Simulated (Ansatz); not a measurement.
Y: several calculations on one system

## 1. A change

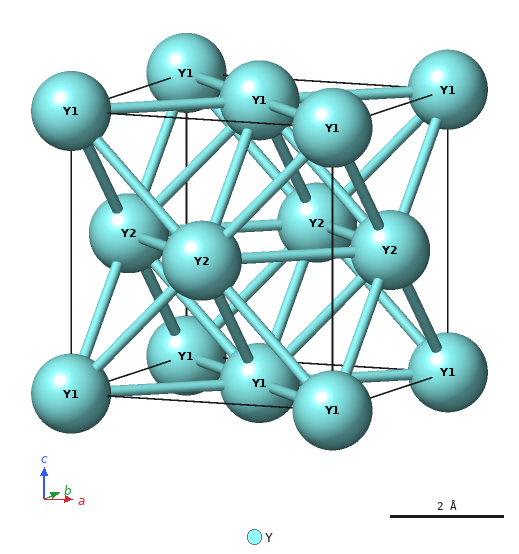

This is crystalline Y (set up in Fm-3m). A ball-and-stick model of the conventional cell (2 times the calculation's cell), seen slightly off an axis. Lengths and directions refer to the drawn axes.

Computed with DFT r2SCAN, scalar-relativistic, plane waves, PAW (Ansatz). (plane-wave cutoff 500 eV; k-point mesh 14 × 14 × 10; occupations gaussian; smearing width 0.1 eV; no spin polarisation)

The variant: Uniaxial strain along a, −2.0 %, is applied. The b and c axes and the atoms are relaxed.

**What does the calculation give for the changed structure?**

The energy rises by 2.0 meV per atom. Pressure: 0.0 GPa before, 0.3 GPa after. The principal stresses (compression positive) are 1.0 GPa along [1 1 0] and none across it. It is metallic before and after. The drawn cell changes as follows: a = b 5.101 → 5.041 Å (−1.2 %), c 5.101 → 5.176 Å (+1.5 %), γ 90.0° → 91.0°; the volume changes by −0.9 %. No atom moves by more than 0.005 Å relative to the cell. Near-neighbour distances before and after: Y–Y 3.607 → 3.535 to 3.613 Å. The space group (tolerance 0.01 Å) goes from Fm-3m (No. 225) to Immm (No. 71).

The changed structure in the same view:

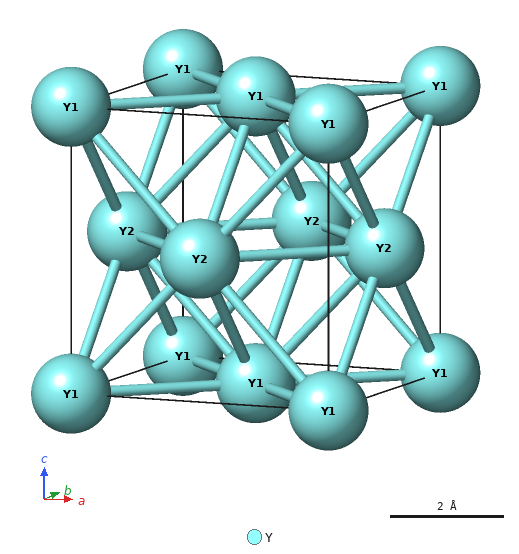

## 2. Scan

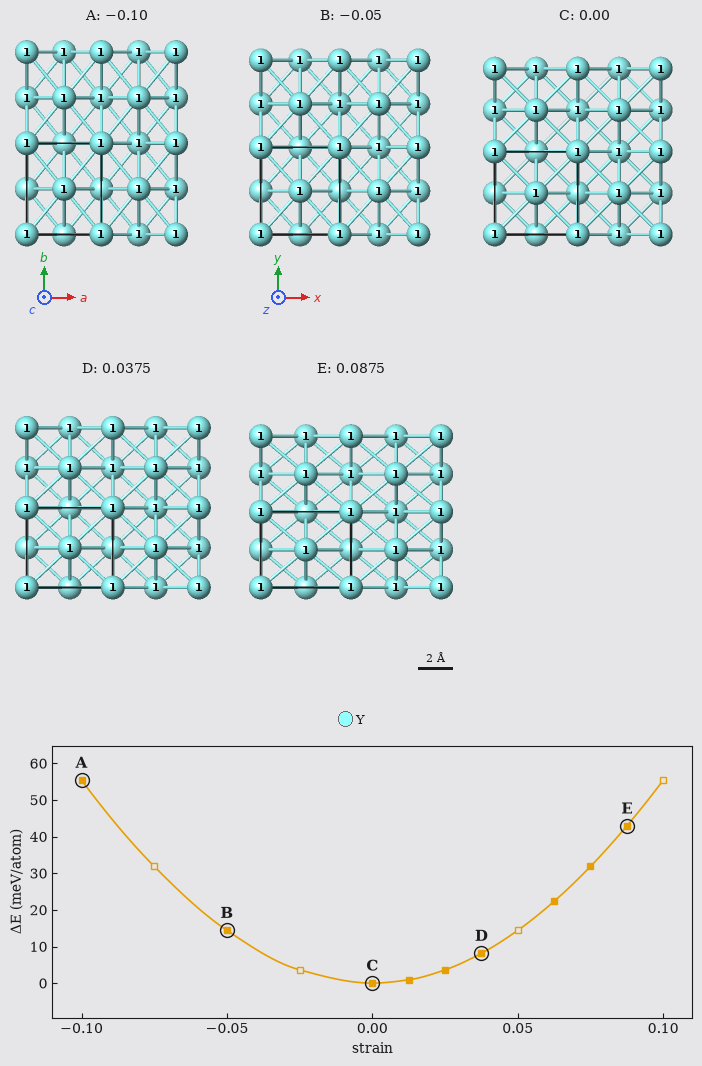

Crystalline Y (Fm-3m): the cell is strained along x and oppositely along y, with the atoms kept at their fractional coordinates. x, y and z are the Cartesian axes of the input. The lettered frames are marked on the plot. Hollow markers are points alike by symmetry, not computed again. Style: ball-and-stick. Shown: the conventional cell (4 times the calculation's cell), repeated 2 × 2 × 1 with one cell outlined, along the c axis. Lengths and directions refer to the drawn axes.

Computed with DFT PBEsol, scalar-relativistic, plane waves, PAW (Ansatz 0.2.0). Set-up: plane-wave cutoff 420 eV; k-point mesh 16 × 16 × 16; occupations gaussian; smearing width 0.15 eV; no spin polarisation. Energies (free energies at the smearing named) are counted from the cell as listed in its source, which wasn't relaxed.

Describe the profile.

Of the computed points the lowest is at the strain 0.00, 0.0 meV/atom. The end points stand at 55.4 meV/atom (−0.10) and 55.4 meV/atom (0.10). The curvature at zero strain, (1/V) d²E/dε², is about 61 GPa; it is C₁₁ + C₂₂ − 2C₁₂ with clamped ions. The distortion takes the space group from Fm-3m to Fmmm. At the strain −0.10 the cell of the drawing goes a 4.970 → 4.473 Å, b 4.970 → 5.467 Å.

## 3. Scan

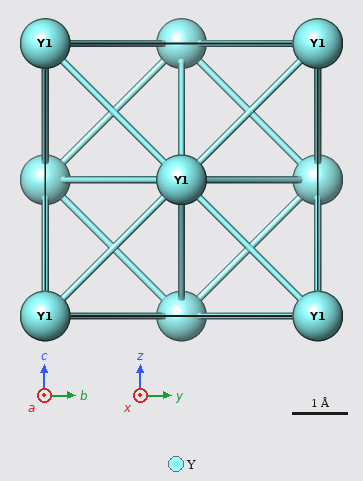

A crystal of Y (Fm-3m): the cell is strained in shear in the yz plane, with the atoms kept at their fractional coordinates. x, y and z are the Cartesian axes of the input. The picture shows the reference cell. A ball-and-stick model of the conventional cell (4 times the calculation's cell), seen along the a axis. Lengths and directions refer to the drawn axes.

Level of theory: DFT r2SCAN, scalar-relativistic, plane waves, PAW (Ansatz 0.2.0). Set-up: plane-wave cutoff 500 eV; k-point mesh 16 × 16 × 16; occupations gaussian; smearing width 0.15 eV; no spin polarisation. Energies (free energies at the smearing named) are counted from the cell as listed in its source, which wasn't relaxed.

```
CELL_PARAMETERS angstrom
0.00000 2.48500 2.48500
2.48500 0.00000 2.48500
2.48500 2.48500 0.00000
ATOMIC_POSITIONS crystal
Y 0.00000 0.00000 0.00000
```

Q: What energies does the calculation give (the strain: −0.040, −0.030, −0.020, −0.010, 0.000, 0.005, 0.010, 0.015, 0.020, 0.025, 0.030, 0.035, 0.040)?

A:
| engineering shear strain | energy change (meV/atom) |
| --- | --- |
| −0.040 | 5.33 |
| −0.030 | 2.99 |
| −0.020 | 1.33 |
| −0.010 | 0.33 |
| 0.000 | 0.00 |
| 0.005 | 0.08 |
| 0.010 | 0.33 |
| 0.015 | 0.75 |
| 0.020 | 1.33 |
| 0.025 | 2.08 |
| 0.030 | 2.99 |
| 0.035 | 4.08 |
| 0.040 | 5.33 |

Points that are alike by symmetry were computed once.

The lowest computed point lies at the strain 0.00 (0.00 meV/atom). The end points stand at 5.33 meV/atom (−0.04) and 5.33 meV/atom (0.04). The unrelaxed reference is under a pressure of 3.3 GPa. The distortion takes the space group from Fm-3m to Immm. At the strain −0.04 the cell of the drawing goes b 4.970 → 4.971 Å, c 4.970 → 4.971 Å, α 90.0° → 92.3°.

## 4. Energy map

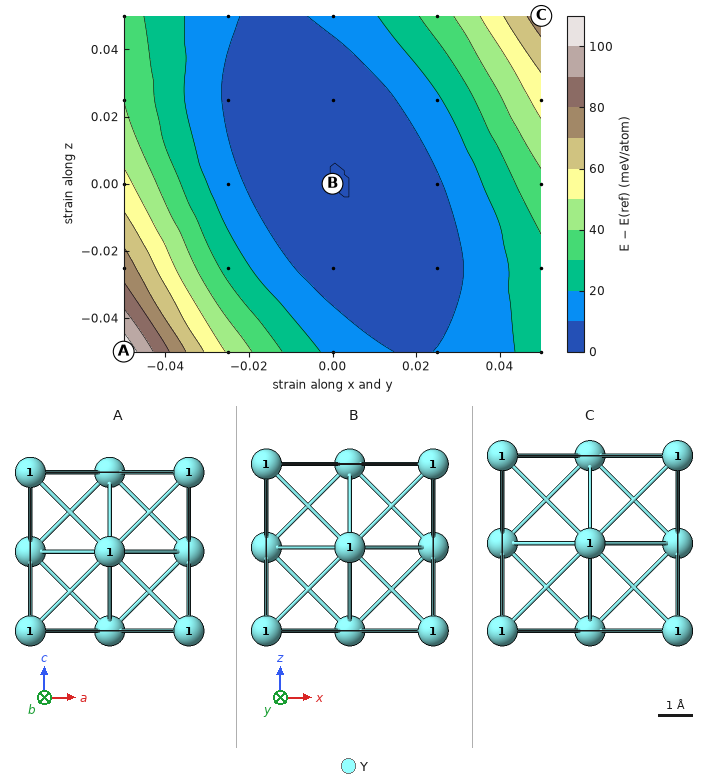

A scan of a crystal of Y (Fm-3m): the cell is strained equally along x and y and separately along z, with the atoms kept at their fractional coordinates. x, y and z are the Cartesian axes of the input. The map is interpolated between the computed points (dots). The lettered frames are marked on it. A ball-and-stick model of the conventional cell (4 times the calculation's cell), seen along the b axis. Lengths and directions refer to the drawn axes.

The calculation used DFT PBEsol, scalar-relativistic, plane waves, PAW in Ansatz 0.2.0. (plane-wave cutoff 420 eV; k-point mesh 16 × 16 × 16; occupations gaussian; smearing width 0.15 eV; no spin polarisation). Energies (free energies at the smearing named) are counted from the cell as listed in its source, which wasn't relaxed.

Q: Describe the energy landscape.

A: In pairs of (strain along x and y; strain along z): the lowest computed point lies at (0.000, 0.000) (0.0 meV/atom), the highest at (−0.050, −0.050) (107.7 meV/atom). The valley is tilted: raising the in-plane strain is made harder by raising the strain along z (cross term 0.59 of the geometric mean of the two curvatures). Over the ranges scanned the energy rises more along the first axis, the in-plane strain. The pressure runs from −4.7 GPa at (0.050, 0.050) to 8.5 GPa at (−0.050, −0.050). The frames lie at A (−0.050, −0.050): 107.7 meV/atom, B (0.000, 0.000): 0.0 meV/atom, C (0.050, 0.050): 75.8 meV/atom.

## 5. Energy map

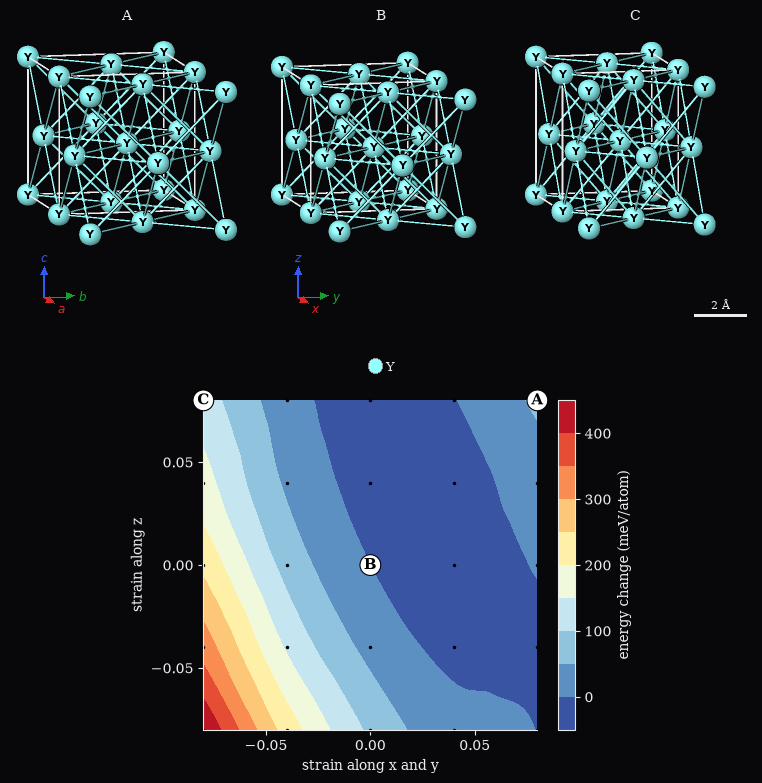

A scan of crystalline Y (Fm-3m): the cell is strained equally along x and y and separately along z, with the atoms kept at their fractional coordinates. x, y and z are the Cartesian axes of the input. The map is interpolated between the computed points (dots). The lettered frames are marked on it. Style: ball-and-stick. Shown: the conventional cell (4 times the calculation's cell), repeated 2 × 1 × 1 with one cell outlined, slightly off an axis. Lengths and directions refer to the drawn axes.

Level of theory: DFT r2SCAN, scalar-relativistic, plane waves, PAW in Ansatz 0.2.0. Set-up: plane-wave cutoff 500 eV; k-point mesh 16 × 16 × 16; occupations gaussian; smearing width 0.15 eV; no spin polarisation. Energies (free energies at the smearing named) are counted from the cell as listed in its source, which wasn't relaxed.

Q: Describe the energy landscape.

A: In pairs of (strain along x and y; strain along z): the lowest computed point lies at (0.040, 0.000) (−23 meV/atom), the highest at (−0.080, −0.080) (448 meV/atom). The valley is tilted: raising the in-plane strain is made harder by raising the strain along z (cross term 0.71 of the geometric mean of the two curvatures). Over the ranges scanned the energy rises more along the first axis, the in-plane strain. The pressure runs from −4.5 GPa at (0.080, 0.080) to 20.4 GPa at (−0.080, −0.080). The frames lie at A (0.080, 0.080): 59 meV/atom, B (0.000, 0.000): 0 meV/atom, C (−0.080, 0.080): 123 meV/atom.
